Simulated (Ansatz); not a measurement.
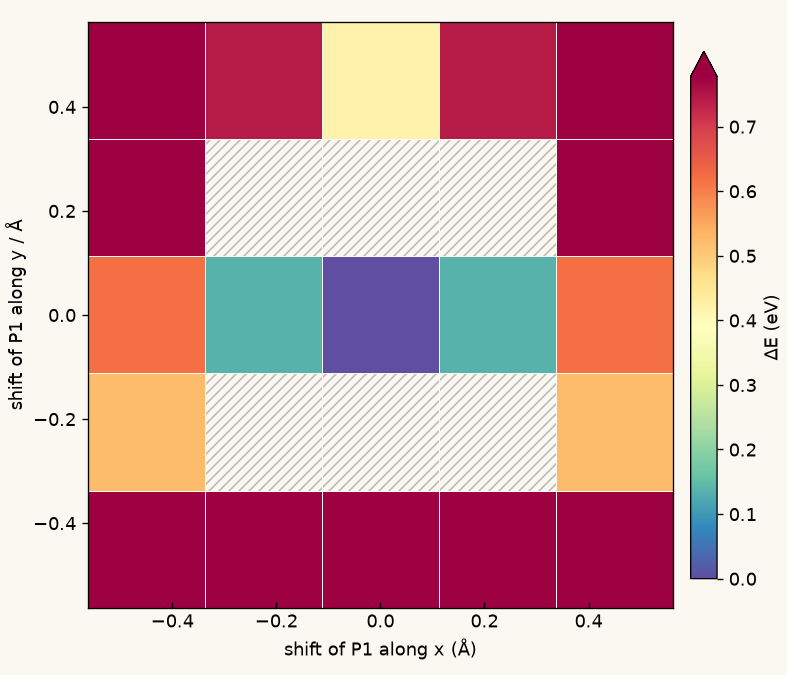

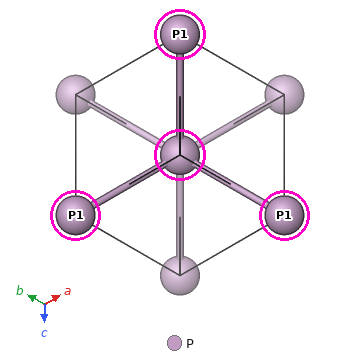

Energy landscape of P (R-3m, No. 166; 2 atoms in the cell). Atom P1 is moved over a plane while all other atoms and the cell stay fixed (its periodic images move with it) (x along [1 0 0], y along [1 2 0], z along [0 0 1] of the conventional cell). Coordinates scanned: (1) shift of P1 along x; (2) shift of P1 along y. Grid: 5 × 5 points; 11 points were computed and 8 follow by symmetry. At 6 points there is no value. Energies are in eV per cell, from the lowest grid point. The reference cell is the one listed in the database, not relaxed at this level. Level of theory: Ansatz, DFT PBEsol, scalar-relativistic, plane waves, PAW. Settings: cutoff 420 eV, k-mesh 18×18×18, gaussian smearing 0.15 eV, no spin polarisation.

The picture shows one coloured cell a grid point, one colour for all values above the top of the scale, hatched blanks where no value was computed. The second picture is the structure at the lowest point

### Summarise what can be read from the map.

The lowest grid point is at shift of P1 along x = 0.000 Å, shift of P1 along y = 0.000 Å. The highest grid point, shift of P1 along x = −0.450 Å, shift of P1 along y = 0.450 Å, lies 1.80 eV above the lowest.
